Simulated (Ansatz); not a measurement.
**Energy of Cd along an even scaling of the cell**

System: Cd (1 atom in the cell).
Method: DFT, BLYP, plane waves (420 eV) with PAW, scalar-relativistic, no spin polarisation (Ansatz 0.2.0).

The 5 runs differ only in the geometry, by an even scaling of the cell at fixed fractional positions.

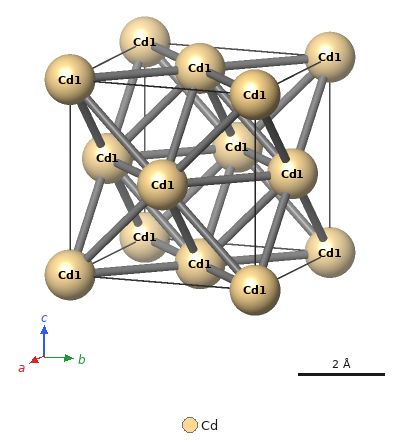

Figure 1. The structure of run 3 (ball-and-stick view of the cell 4 times as large as that of the calculation, set on its symmetry axes, seen slightly off an axis; atoms are numbered from 1 in the order of the input).

## Input of run 3
```yaml
crystal:
  lattice:
    - [0.0, 2.3331972592, 2.3331972592]
    - [2.3331972592, 0.0, 2.3331972592]
    - [2.3331972592, 2.3331972592, 0.0]
  atoms:
    - { symbol: Cd, position: [0.0, 0.0, 0.0] }
hamiltonian:
  xc: blyp
  pseudopotentials:
    kind: paw
    azcp:
      Cd: "pseudopotentials/Cd.paw.azcp"
basis:
  ecutwfc: 420
  fft_grid_basis: typed
kpoints:
  mp_grid: { grid: [13, 13, 13], shift: [0, 0, 0] }
magnetization:
  spin_polarized: false
scf:
  occupations: { method: fermi_dirac, width: 0.1 }
  lower_state_search: "off"
output:
  stress: true
```

Run 4 differs from it as follows:
```diff
-    - [0.0, 2.3331972592, 2.3331972592]
-    - [2.3331972592, 0.0, 2.3331972592]
-    - [2.3331972592, 2.3331972592, 0.0]
+    - [0.0, 2.3651628377, 2.3651628377]
+    - [2.3651628377, 0.0, 2.3651628377]
+    - [2.3651628377, 2.3651628377, 0.0]
```

## Results, with one run withheld

```tsv
run	volume per atom (Å³)	free energy per atom, from the lowest run given (meV)	pressure (GPa)
1	23.286	27.90	3.76
2	24.345	9.06	2.03
3	25.403	0.00	0.78
4	26.461	?	?
5	27.520	0.77	−0.70
```

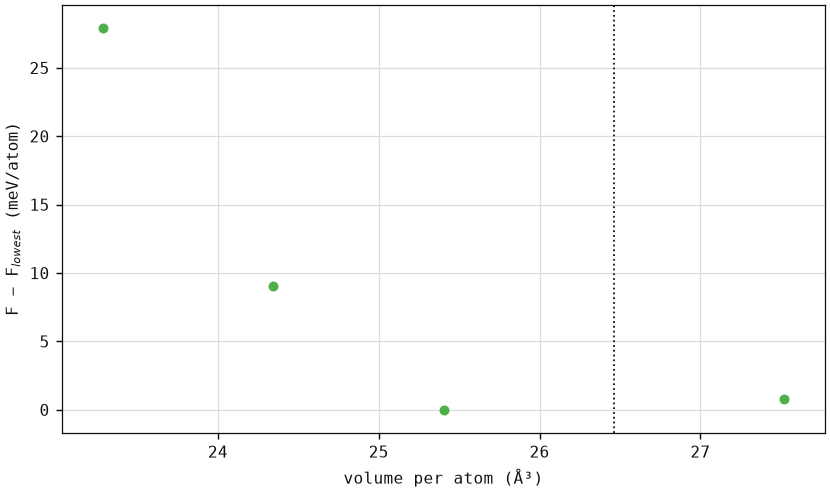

Figure 2. Free energy per atom of the runs given; the dotted line marks run 4.

Estimate the energy of run 4 from the others.

A quadratic polynomial in V^(−2/3) (the Birch–Murnaghan form), fitted to the 4 runs given, misses them by at most 0.30 meV per atom. With x = V^(−2/3) − 0.11678 Å⁻², it reads F = 2.0277 + 2487.3 x + 3.2744e+05 x² (meV per atom). At run 4 it gives −2.65 meV per atom, and the run itself gives −2.02. The slope of the fit gives a pressure −dF/dV of −0.11 GPa there, and the run prints −0.11 GPa. The fit has its minimum at 26.332 Å³ per atom, where V d²F/dV² gives 22.6 GPa: the bulk modulus at this level, since symmetry fixes the shape and the positions. So low a polynomial doesn't follow these energies more closely.

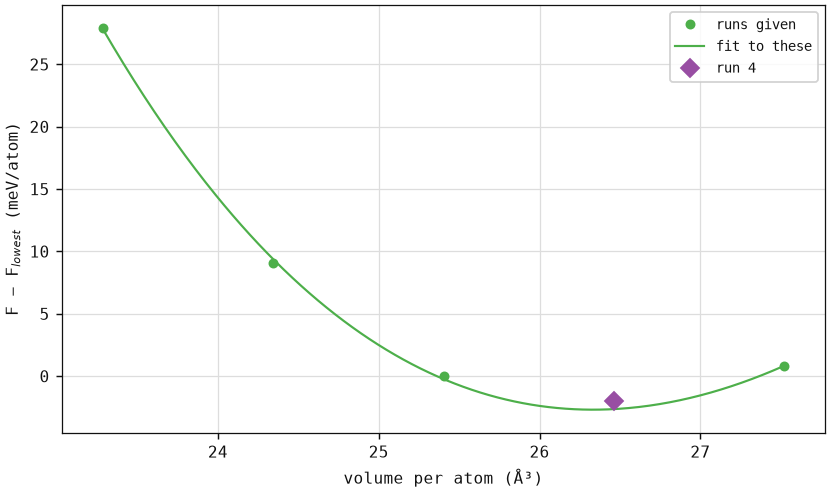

Figure 3. The fit and the withheld run.

## Output, shortened to warnings, some set-up lines, iterations and results (run 4)
```
Basis set: ecut = 420 eV, 531 PW (Γ), exchange–correlation on 48×48×48 points (8 copies of the dense FFT grid, shifted against one another)
Symmetry: 48 space group operations
k-points: 84 of 2197
Initial density: superposition of atomic densities (neutral atoms: chi_scale 0, normalization atom), corrected by the library's trained network
[...]
SCF iter   1: F=—  HF=-8270.049960 eV  |F-HF|=—  |Δ(HF+E_count)|=         —  Δρ=5.27e-3  dr2=4.27e-3  ethr=1.77e-3  ⟨swp⟩=5.4  Hψ=6089  notcnv=0
SCF iter   2: F=—  HF=-8270.050723 eV  |F-HF|=—  |Δ(HF+E_count)|=   7.63e-4  Δρ=3.10e-3  dr2=2.01e-3  ethr=2.13e-5  ⟨swp⟩=1.3  Hψ=1902  notcnv=0
SCF iter   3: F=—  HF=-8270.051800 eV  |F-HF|=—  |Δ(HF+E_count)|=   1.08e-3  Δρ=2.02e-3  dr2=7.36e-4  ethr=1.00e-5  ⟨swp⟩=2.0  Hψ=1680  notcnv=0
SCF iter   4: F=—  HF=-8270.051578 eV  |F-HF|=—  |Δ(HF+E_count)|=   2.22e-4  Δρ=1.78e-4  dr2=4.40e-6  ethr=3.68e-6  ⟨swp⟩=2.9  Hψ=2005  notcnv=0
SCF iter   5: F=—  HF=-8270.051593 eV  |F-HF|=—  |Δ(HF+E_count)|=   1.50e-5  Δρ=1.72e-5  dr2=5.28e-8  ethr=2.20e-8  ⟨swp⟩=2.0  Hψ=1730  notcnv=0
SCF iter   6: F=-8270.051593 eV  HF=-8270.051593 eV  |F-HF|=1.82e-9  |Δ(HF+E_count)|=   1.07e-7  Δρ=2.06e-6  dr2=5.83e-10  ethr=2.64e-10  ⟨swp⟩=2.0  Hψ=4040  notcnv=0
SCF 1 converged in 6 iterations: F = -8270.051593 eV  dr2 = 5.83e-10
SCF converged after 6 iterations
Free energy (F): -8270.051593 eV
Harris-Foulkes:  -8270.051593 eV  (|F-HF|=1.82e-9)
Internal energy: -8270.038021 eV  (E = F + TS)
E sigma→0 (E₀):  -8270.044807 eV
Entropy (-TS):   -0.013572 eV (-13.572 meV/atom)
Fermi energy:    11.505966 eV
--- Per-component energies (eV) ---
  E_band       = -448.412685
  E_kinetic    = 505.106999
  E_local      = -3247.816359  (includes V_loc(G=0)·N_el)
  E_nonlocal   = 29.132895
  E_hartree    = 1509.459890
  E_xc         = -174.714201
  E_vxc        = -218.347471  (∫ρ·V_xc dr)
  E_paw        = -4099.920186  (= ΣΔE_a)
  E_vpaw       = -535.407578  (= ΣTr[D̂ρ^β])
  E_aug_tail   = 0.000013  (compensation charges beyond the density's cutoff)
  E_ewald      = -2791.367570
  E_core_change = 0.080499  (= ΣΔE_core)
  E_smearing   = -0.013572  (= −TS)
  E_closure    = 0.000000  (closes the sum)
  Σ components = -8270.051593   (vs F -8270.051593, Δ=0.00e0)
--- Stress (GPa, compression-positive) ---
       -0.108721       0.000000       0.000000
       -0.000000      -0.108721       0.000000
       -0.000000      -0.000000      -0.108721
  P = ⅓ Tr σ = -0.1087 GPa (-1.087 kbar)
```
